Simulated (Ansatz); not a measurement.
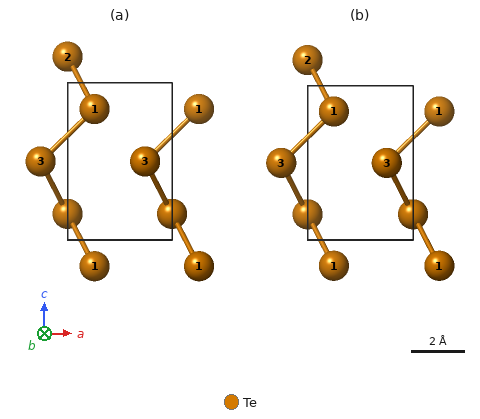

The structure of a crystal of Te (built on the trigonal type) before (left) and after (right) a relaxation, at one scale.

Style: ball-and-stick. Shown: the cell of the calculation, along the b axis.

Case: volume 37.289 Å^3/atom.

Computed with Ansatz, DFT r2SCAN, scalar-relativistic, plane waves, PAW. Set-up: plane-wave cutoff 500 eV; k-point mesh 12 × 12 × 8; occupations gaussian; smearing width 0.05 eV; no spin polarisation; cell relaxed at fixed volume; force threshold 0.04 eV/Å; at most 40 steps.

**What changed between the two?**

After 2 accepted moves (3 points after the start) the energy has fallen by 27.3 meV per cell of the calculation. Largest force component: 0.3 eV/Å at the start, 0.0021 eV/Å at the end. Pressure: −1.78 GPa at the start and −0.32 GPa at the end. The SCF was repeated once at an unchanged geometry on a basis and grid sized afresh for the cell, which shifted the energy by less than 0.05 meV per cell of the calculation at most. The largest moves relative to the cell, 0.040 Å, are those of Te1, Te2 and Te3. Te2 goes along −b. The drawn cell changes at constant volume: a = b 4.629 → 4.672 Å (+0.9 %), c 6.029 → 5.917 Å (−1.9 %). Near-neighbour distances that change, for instance: Te1–Te2 2.884 → 2.822 Å. The space group stays P3_121 (No. 152). The run took roughly 2.5 core-minutes on a shared host.
